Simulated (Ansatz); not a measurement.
## Single-point calculation of Ta4N5

Ta4N5 (slab, 9 atoms in the cell), computed with DFT r2SCAN, scalar-relativistic, plane waves, PAW, no spin polarisation (Ansatz 0.2.0).

The structure derives from an entry of the Crystallography Open Database. It belongs to a series of runs on one base structure; here: (1 1 1) slab cut from the bulk. Figures and captions count atoms from 1; the log counts them from 0 in places.

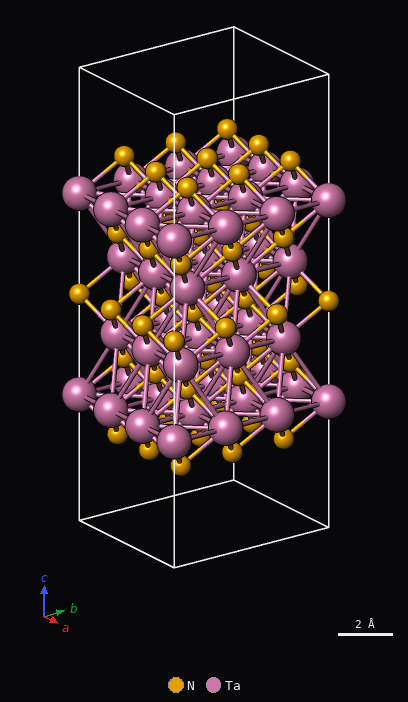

The structure as given in the input (ball-and-stick view of the 3 × 3 repeat of the cell, with the vacuum cut short, seen slightly off an axis). Near neighbours in the crystal (not all of them lie inside the picture): N has 3 Ta at 2.20 Å; Ta has 6 N at 2.20 Å and 9 Ta at 3.11 Å; N has 6 Ta at 2.20 Å; Ta has 6 N at 2.20 Å and 12 Ta at 3.11 Å.

### Input file
```yaml
crystal:
  lattice:
    - [3.1088180371, 0.0, 0.0]
    - [-1.5544090186, 2.6923153959, 0.0]
    - [0.0, 0.0, 25.1533571921]
  atoms:
    - { symbol: "N", position: [0.6666666667, 0.3333333333, 0.2981709337] }
    - { symbol: Ta, position: [0.0, 0.0, 0.3486282003] }
    - { symbol: "N", position: [0.3333333333, 0.6666666667, 0.3990854669] }
    - { symbol: Ta, position: [0.6666666667, 0.3333333333, 0.4495427334] }
    - { symbol: "N", position: [0.0, 0.0, 0.5] }
    - { symbol: Ta, position: [0.3333333333, 0.6666666667, 0.5504572666] }
    - { symbol: "N", position: [0.6666666667, 0.3333333333, 0.6009145331] }
    - { symbol: Ta, position: [0.0, 0.0, 0.6513717997] }
    - { symbol: "N", position: [0.3333333333, 0.6666666667, 0.7018290663] }
basis:
  ecutwfc: 500
kpoints:
  mp_grid: { grid: [12, 12, 1] }
hamiltonian:
  xc: r2scan
scf:
  occupations: { method: gaussian, width: 0.1 }
output:
  forces: true
  stress: true
  eigenvalues: true
  write_density: true
  write_potential: true
  elf: true
  volumetric_format: npy
efield:
  axis: 3
  dipole_correction: true
  ramp_width: 0.04
```

Command:
```bash
ansatz run input.yaml --threads 1 --pin off --max-ram 2560MiB --backend cpu --events-out ev --progress --plain --runs-dir out
```

### Output
```
Engine: ansatz 0.2.0, x86_64-unknown-linux-gnu
Pseudopotentials: kind: paw
Pseudopotential: N, paw, valence charge 5, recommended cutoff 500 eV (meta_gga), N.paw.azcp
Pseudopotential: Ta, paw, valence charge 13, recommended cutoff 500 eV (meta_gga), Ta.paw.azcp
Functional definition: r2SCAN
  parameter k0 = 0.174
  parameter k1 = 0.065
  parameter a1 = 4.9479
  exchange = r2scan_x(k0 = k0, k1 = k1, a1 = a1)
  correlation = r2scan_c
Crystal: 9 atoms, lattice volume = 210.532 Å³
Basis set: ecut = 500 eV, 5371 PW (Γ), exchange–correlation on 96×96×768 points (64 copies of the dense FFT grid, shifted against one another)
Bands: 48, of which v1, the nominal top of the filled ones, is band 39 counted from 1 (38 counted from 0)
Symmetry: 6 space group operations
k-points: 19 of 144 (time reversal used)
Non-local potential: N, projectors of the file, l = 0: 2, l = 1: 2, l = 2: 1
Non-local potential: Ta, projectors of the file, l = 0: 3, l = 1: 2, l = 2: 2, l = 3: 1
PAW form: soft (Blöchl's): semilocal exchange-correlation on the pseudo side does not see the compensation charge
PAW frozen core: N, regenerated for the run's functional (the file was generated under x = pbe(κ = 0.804, μ = 0.2195149727645171), c = pbe(β = 0.06672455060314922))
PAW frozen core: Ta, regenerated for the run's functional (the file was generated under x = pbe(κ = 0.804, μ = 0.2195149727645171), c = pbe(β = 0.06672455060314922))
PAW one-centre angular grid: N, 302 points (default); XC on 160 Gauss nodes
PAW one-centre angular grid: Ta, 590 points (default); XC on 160 Gauss nodes
Initial density: superposition of atomic densities (neutral atoms: chi_scale 0, normalization atom), corrected by the library's trained network
Initial wavefunctions: pseudopotential atomic-orbital guess
Functional: x = r2scan, c = r2scan; τ floored in thin density (d = 2e-4 eV/Å³)
SCF iter   1: F=—  HF=-41707.578329 eV  |F-HF|=—  |Δ(HF+E_count)|=         —  Δρ=9.34e-3  dr2=5.80e-1  dr2_τ=5.12e-1  ethr=1.77e-3  p=0.000 e·Å  D=1.37e-13 V/Å  ΔV_dip=-0.00 eV  dr2_dipole=3.34e-7  V_vac-E_F(+/−)=6.88/6.88 eV  ⟨swp⟩=8.5  Hψ=4647  notcnv=0
efield: sawtooth ramp at fractional position 0.9800 (placed from the atoms, in the widest stretch of the axis that holds none; the zero of the levels goes with the place), width 0.0400; the density the first Hamiltonian is built on has a dipole p = 0.000 e·Å; the dipole correction subtracts the counter field D = 1.37e-13 V/Å, which shifts the + side's vacuum level by -0.00 eV against the − side's; the planar-averaged density in the ramp window peaks in size at 5.9e-5 e/Å³
preconditioner: auto → LDOS  [metal: Δε(μ)=0.061 eV  Ē_g=9.729 eV  σ=0.100 eV  W_gap=0.33  n_scr=18 (ndim 8)  ℏωp=17.2 eV  f_vac=0.503  D(μ)=3.15/eV (n_scr^D=12)  β→1.0]
SCF iter   2: F=—  HF=-41707.788681 eV  |F-HF|=—  |Δ(HF+E_count)|=   2.10e-1  Δρ=9.44e-3  dr2=6.05e-1  dr2_τ=4.88e-2  ethr=7.53e-4  p=-0.000 e·Å  D=-1.15e-4 V/Å  ΔV_dip=0.00 eV  dr2_dipole=5.81e-6  V_vac-E_F(+/−)=8.01/8.00 eV  ⟨swp⟩=3.6  Hψ=1871  notcnv=0  defer=59
SCF iter   3: F=—  HF=-41707.735759 eV  |F-HF|=—  |Δ(HF+E_count)|=   5.29e-2  Δρ=2.09e-3  dr2=1.36e-2  dr2_τ=8.27e-4  ethr=7.53e-4  p=-0.000 e·Å  D=-1.21e-5 V/Å  ΔV_dip=0.00 eV  dr2_dipole=1.08e-7  V_vac-E_F(+/−)=7.58/7.58 eV  ⟨swp⟩=2.0  Hψ=1131  notcnv=0  defer=59
SCF iter   4: F=—  HF=-41707.736427 eV  |F-HF|=—  |Δ(HF+E_count)|=   6.69e-4  Δρ=1.23e-3  dr2=3.19e-3  dr2_τ=9.53e-4  ethr=1.77e-5  p=-0.000 e·Å  D=-1.11e-5 V/Å  ΔV_dip=0.00 eV  dr2_dipole=2.73e-9  V_vac-E_F(+/−)=7.62/7.62 eV  ⟨swp⟩=3.2  Hψ=1875  notcnv=0  defer=59
SCF iter   5: F=—  HF=-41707.736014 eV  |F-HF|=—  |Δ(HF+E_count)|=   4.13e-4  Δρ=2.95e-4  dr2=3.18e-4  dr2_τ=1.43e-5  ethr=4.14e-6  p=-0.000 e·Å  D=-9.18e-7 V/Å  ΔV_dip=0.00 eV  dr2_dipole=2.97e-10  V_vac-E_F(+/−)=7.63/7.63 eV  ⟨swp⟩=2.0  Hψ=1259  notcnv=0  defer=59
SCF iter   6: F=—  HF=-41707.736034 eV  |F-HF|=—  |Δ(HF+E_count)|=   2.03e-5  Δρ=7.37e-5  dr2=1.44e-5  dr2_τ=2.34e-6  ethr=4.12e-7  p=-0.000 e·Å  D=-1.72e-6 V/Å  ΔV_dip=0.00 eV  dr2_dipole=6.96e-10  V_vac-E_F(+/−)=7.63/7.63 eV  ⟨swp⟩=2.3  Hψ=1276  notcnv=0  defer=59
SCF iter   7: F=—  HF=-41707.736048 eV  |F-HF|=—  |Δ(HF+E_count)|=   1.38e-5  Δρ=2.33e-5  dr2=8.20e-7  dr2_τ=7.53e-8  ethr=1.88e-8  p=0.000 e·Å  D=4.94e-7 V/Å  ΔV_dip=-0.00 eV  dr2_dipole=8.25e-11  V_vac-E_F(+/−)=7.63/7.63 eV  ⟨swp⟩=3.4  Hψ=1944  notcnv=0  defer=58
SCF iter   8: F=—  HF=-41707.736050 eV  |F-HF|=—  |Δ(HF+E_count)|=   1.79e-6  Δρ=9.88e-6  dr2=2.13e-7  dr2_τ=3.20e-8  ethr=1.30e-10  p=-0.000 e·Å  D=-9.06e-7 V/Å  ΔV_dip=0.00 eV  dr2_dipole=1.66e-10  V_vac-E_F(+/−)=7.63/7.63 eV  ⟨swp⟩=24.1  Hψ=10336  notcnv=0
SCF iter   9: F=-41707.736050 eV  HF=-41707.736050 eV  |F-HF|=8.20e-9  |Δ(HF+E_count)|=   4.01e-8  Δρ=2.01e-6  dr2=7.73e-9  dr2_τ=1.05e-9  ethr=1.30e-10  p=0.000 e·Å  D=3.13e-7 V/Å  ΔV_dip=-0.00 eV  dr2_dipole=2.16e-11  V_vac-E_F(+/−)=7.63/7.63 eV  ⟨swp⟩=13.3  Hψ=8105  notcnv=0
SCF 1 converged in 9 iterations: F = -41707.736050 eV  dr2 = 7.73e-9
  greatest PAW one-centre occupation: 0.998 electrons in one spin orbital (limit 2), on the Ta atom at site 3 (counted from 0), in its partial waves of l = 0
WARN: The output density's exchange-correlation potential varies sharply where the density is thin. Do not read a vacuum level from v_tot or v_xc, or from such a field of the output density. On a cell that repeats whose density bears no net charge and no dipole along the vacuum's axis use v_es (v_loc + v_h of the components); under efield.dipole_correction with no amplitude use v_es + v_field, which holds any external_charges[].barrier, or the levels of the report's work_function block, which leave it out; under a non-zero efield.amplitude the vacuum is tilted and has no level; on a cell that repeats and bears such a dipole with no correction it is tilted too, and efield.dipole_correction with no amplitude gives each side of its ramp a level where efield: is served; in a cell that repeats whose density bears a net charge (total_charge, or a fill off its count) it is curved and has none; of a slab under crystal.periodic whose density bears no net charge use v_es, which has a level on each side, short of where the two are joined; of another it falls or rises all the way out and has none; of a slab beside external_charges read slab_vacuum_level instead, which it has where they leave it neutral. The grid or the basis barely resolves most such structure, and the values can differ between equally converged runs; as a rule a tighter scf.convergence.dr2_threshold does not remove it. Where the density itself ripples (under the LDA too) a higher basis.ecutwfc lessens it. The files hold the spikes' plane waves up to the density's cutoff. Files: v_tot_of_output_density and the like, and their columns of v_z.tsv (output.write_potential); v_xc_of_output_density and the like, and their columns of v_comp_z.tsv (output.write_potential_components). Measured: with its Gaussian average of σ = 0.25 Å subtracted twice, the exchange-correlation potential is over 0.1 eV at 7802 of the grid points where the equally averaged density (valence and model cores) is under 1e-3 e/Å³, and 0.587 eV at the most among them, at an averaged density of 4.8e-9 e/Å³. The input density's (outcome.potential() and, of a run that writes arrays, v_tot and v_xc) is over 0.1 eV, so measured, at 50 points of its own thin density, 0.226 eV at the most. See output.write_potential in the manual, Limitations
SCF converged after 9 iterations
Free energy (F): -41707.736050 eV
Harris-Foulkes:  -41707.736050 eV  (|F-HF|=8.20e-9)
Internal energy: -41707.718794 eV  (E = F + TS)
E sigma→0 (E₀):  -41707.727422 eV
Entropy (-TS):   -0.017256 eV (-1.917 meV/atom)
Fermi energy:    4.521040 eV
Dipole field:    D = -0.000006 V/Å  (p = -0.000007 e·Å, saw-weighted, corrected)
Work function:   Φ+ = 7.6295 eV   Φ− = 7.6294 eV
Levels:          The Fermi level and band energies are counted from a zero that moves with the ramp; work functions are not
--- Per-component energies (eV) ---
  E_band       = -1443.335724
  E_kinetic    = 2118.202867
  E_local      = -89468.003907  (includes V_loc(G=0)·N_el)
  E_nonlocal   = 282.589841
  E_hartree    = 43721.623442
  E_xc         = -1116.356909
  E_vxc        = -1310.948398  (∫ρ·V_xc dr)
  E_paw        = -34334.211166  (= ΣΔE_a)
  E_vpaw       = -577.466774  (= ΣTr[D̂ρ^β])
  E_aug_tail   = 0.000324  (compensation charges beyond the density's cutoff)
  E_vtau       = 69.056306  (kinetic-family band-sum trace: ∫τ·v_τ [+ j·A + Jᵃ·Aᵃ] dr)
  E_efield     = 0.000000  (sawtooth field / dipole correction)
  E_vefield    = 0.000000  (∫n·V_field dr)
  E_ewald      = 37091.609659
  E_core_change = -3.172944  (= ΣΔE_core)
  E_smearing   = -0.017256  (= −TS)
  E_closure    = -0.000000  (closes the sum)
  Σ components = -41707.736050   (vs F -41707.736050, Δ=0.00e0)
--- Forces (eV/Å), atoms counted from 1 ---
  atom   1  N      0.00000000     0.00000000     5.42743106
  atom   2  Ta     0.00000000     0.00000000    -5.86386738
  atom   3  N     -0.00000000     0.00000000     0.14407671
  atom   4  Ta     0.00000000     0.00000000    -0.15305459
  atom   5  N      0.00000000    -0.00000000    -0.00000014
  atom   6  Ta    -0.00000000    -0.00000000     0.15305217
  atom   7  N      0.00000000     0.00000000    -0.14407914
  atom   8  Ta    -0.00000000    -0.00000000     5.86388335
  atom   9  N     -0.00000000     0.00000000    -5.42743963
  max |Σ_I F_I| component: 2.40e-6 eV/Å
--- Stress (GPa, compression-positive) ---
       -3.164035      -0.000000       0.000000
       -0.000000      -3.164035      -0.000000
        0.000000      -0.000000      -8.215440
  P = ⅓ Tr σ = -4.8478 GPa (-48.478 kbar)
--- Band table (eV; the first three rows and the last of 19) ---
  k-point 0: bands = ["-66.7647", "-66.7345", "-66.4445", "-66.4444", "-33.1026", "-32.7305", "-32.4446", "-32.4446", "-32.4039", "-32.4039", "-32.2780", "-32.2053", "-32.0088", "-32.0088", "-32.0087", "-32.0087", "-14.9729", "-14.0192", "-12.9365", "-9.8298", "-9.7654", "-5.2966", "-3.4575", "-2.9833", "-2.9833", "-2.0015", "-2.0015", "-1.3472", "-0.6320", "-0.6320", "1.4094", "2.1217", "2.2783", "2.2783", "2.8663", "2.8663", "3.2829", "3.2829", "3.4724", "4.4210", "4.4210", "4.4741", "5.7904", "5.7904", "5.9556", "6.5306", "6.5306", "6.5901"]
  k-point 1: bands = ["-66.7615", "-66.7322", "-66.4419", "-66.4418", "-33.0853", "-32.7306", "-32.4854", "-32.4584", "-32.4576", "-32.4107", "-32.2619", "-32.2051", "-32.0516", "-32.0497", "-32.0180", "-32.0178", "-14.8426", "-13.9453", "-12.9618", "-9.8010", "-9.7591", "-5.1786", "-3.5685", "-2.9194", "-2.8192", "-2.2630", "-1.9788", "-1.2355", "-1.0181", "-0.7244", "1.3538", "1.4259", "2.3040", "2.3456", "2.5350", "2.8389", "3.2546", "3.6417", "3.7617", "4.3567", "4.6039", "4.7053", "5.7195", "5.9710", "6.1058", "6.4654", "6.5234", "6.8431"]
  k-point 2: bands = ["-66.7527", "-66.7261", "-66.4350", "-66.4349", "-33.0382", "-32.7534", "-32.6040", "-32.5531", "-32.4941", "-32.4311", "-32.2387", "-32.2104", "-32.1655", "-32.1520", "-32.0428", "-32.0424", "-14.4872", "-13.7589", "-13.0457", "-9.7232", "-9.7127", "-4.8394", "-3.7218", "-2.7757", "-2.7512", "-2.5747", "-1.9478", "-1.8299", "-1.2422", "-0.9411", "0.8204", "1.0866", "1.9126", "2.3708", "2.4461", "2.4506", "3.1531", "3.9628", "3.9743", "4.4382", "5.2905", "5.3209", "5.6739", "6.1238", "6.5728", "6.8644", "6.9842", "7.1058"]
  k-point 18: bands = ["-66.7034", "-66.7034", "-66.4017", "-66.4016", "-32.9837", "-32.9480", "-32.9480", "-32.8196", "-32.6642", "-32.6642", "-32.4302", "-32.4301", "-32.3800", "-32.3800", "-32.1780", "-32.1723", "-13.2267", "-13.1071", "-13.1071", "-9.1423", "-9.1423", "-4.1648", "-4.1648", "-3.5354", "-3.4628", "-2.5267", "-2.5267", "-2.5247", "-2.3031", "-2.3031", "0.4811", "0.4811", "2.1736", "2.1736", "2.2778", "2.3015", "4.2542", "4.5064", "4.5064", "5.6358", "5.9016", "5.9016", "7.0670", "7.3719", "7.3719", "7.7853", "7.9129", "7.9129"]
```

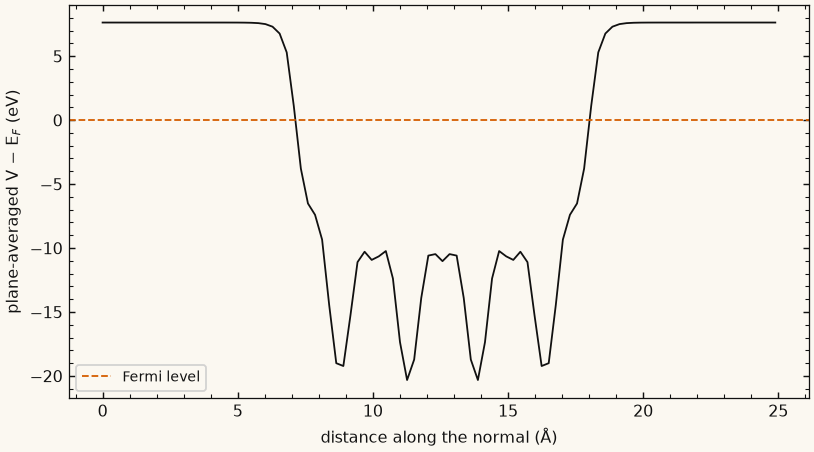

Plane average of the electrostatic potential energy of an electron across the cell, from the Fermi level. The vacuum level lies 7.63 eV above the Fermi level.

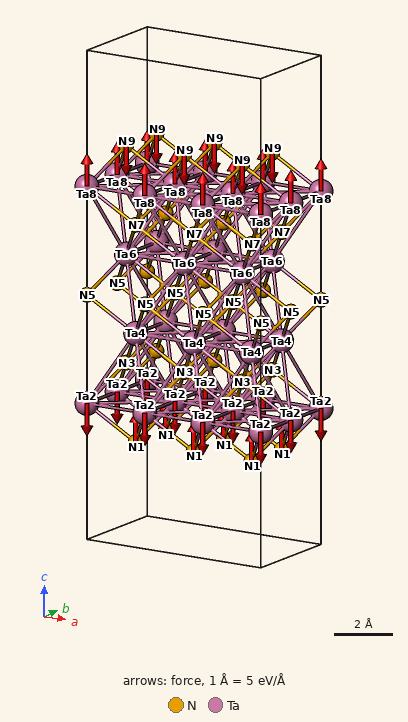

Forces on the atoms as red arrows (ball-and-stick view of the 3 × 2 repeat of the cell, with the vacuum cut short, seen slightly off an axis; atoms are numbered from 1 in the order of the input); the smallest are left out. The largest act on Ta2, Ta8 (5.86 eV/Å); N1, N9 (5.43 eV/Å). The geometry is not a stationary point of this energy.

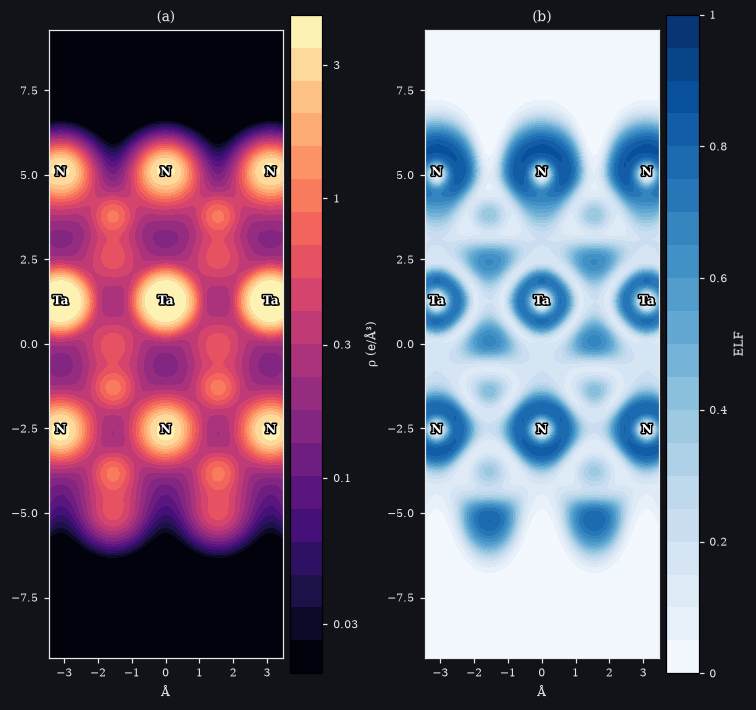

(a) valence charge density (pseudo); (b) ELF on the (100) plane of the calculation cell, a cut from vacuum to vacuum. Ta–Ta (3.11 Å): ρ at the midpoint is about 0.23 e/Å³; the ELF is about 0.20 at the midpoint; no localised pair between them. The density dies away to nearly zero in the vacuum. The strong features right at Ta lie inside the PAW spheres (semicore, d or f shells) and say nothing about bonding. Core electrons are frozen (PAW), so the fields are smoothed inside the atomic spheres.

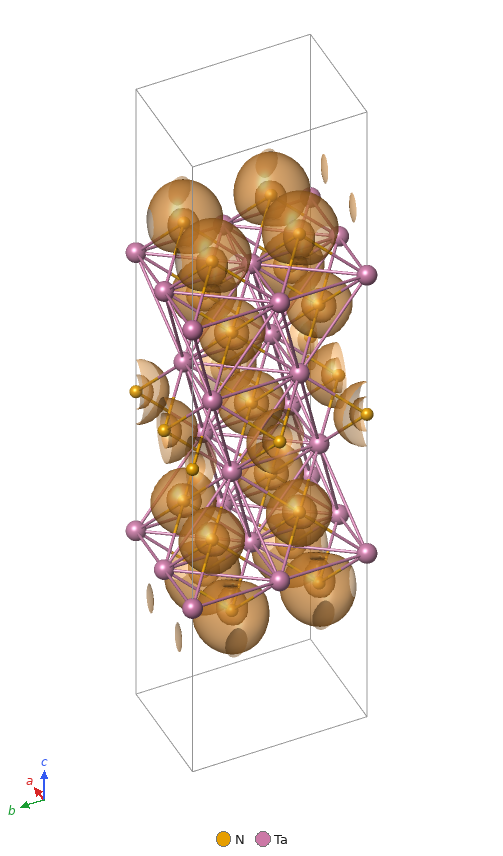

Isosurface of the electron localisation function at 0.7 (orange), seen at an oblique angle. Core shells and regions of very low density are left out. Sticks mark near contacts. Counts are for one cell; the picture repeats the cell along the surface. Along the contacts the grid gives the following. Ta–N (2.20 Å): the ELF is about 0.15 at the midpoint (no shared pair; the contact is polar). Ta–Ta (3.11 Å): the ELF is about 0.20 at the midpoint; no localised pair between them.

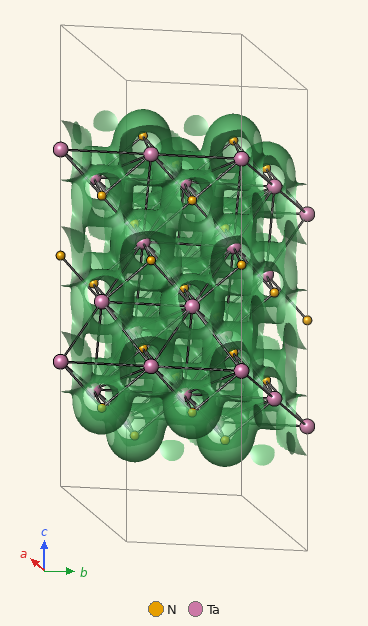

Isosurface of the valence electron density at 0.4 e/Å³ (green), seen at an oblique angle. Sticks mark near contacts. At this value the density is joined into sheets; it holds about 85 % of the electrons treated as valence (semicore included). It is pinched off along the Ta–Ta (3.11 Å) contacts. On the grid the lowest density along these lines, outside the cores, is 0.54 e/Å³ (Ta–N, 2.20 Å) and 0.23 e/Å³ (Ta–Ta, 3.11 Å).

### Summary

```json
{"quantity": "outcome", "value": "converged"}
{"quantity": "electrons treated", "value": "77"}
{"quantity": "free energy", "value": "−41707.7360 eV"}
{"quantity": "work function, top face", "value": "7.63 eV"}
{"quantity": "work function, bottom face", "value": "7.63 eV"}
{"quantity": "Fermi energy", "value": "4.521 eV"}
{"quantity": "gap on the k-point mesh", "value": "none (metallic)"}
{"quantity": "work function (upper face)", "value": "7.63 eV"}
{"quantity": "largest force (length of the vector)", "value": "5.864 eV/Å"}
{"quantity": "hardware", "value": "1 thread of Intel Xeon @ 2.50GHz (Skylake/Cascade Lake), 64 GiB of memory available, shared host"}
{"quantity": "wall time", "value": "61 s"}
{"quantity": "peak memory", "value": "0.94 GiB"}
```

### Notes

The program warns: the exchange-correlation potential is rough where the density is thin. Spin–orbit coupling is left out, which matters for Ta. The cell holds an odd number of electrons but the run has no spin polarisation, so it comes out as a metal.
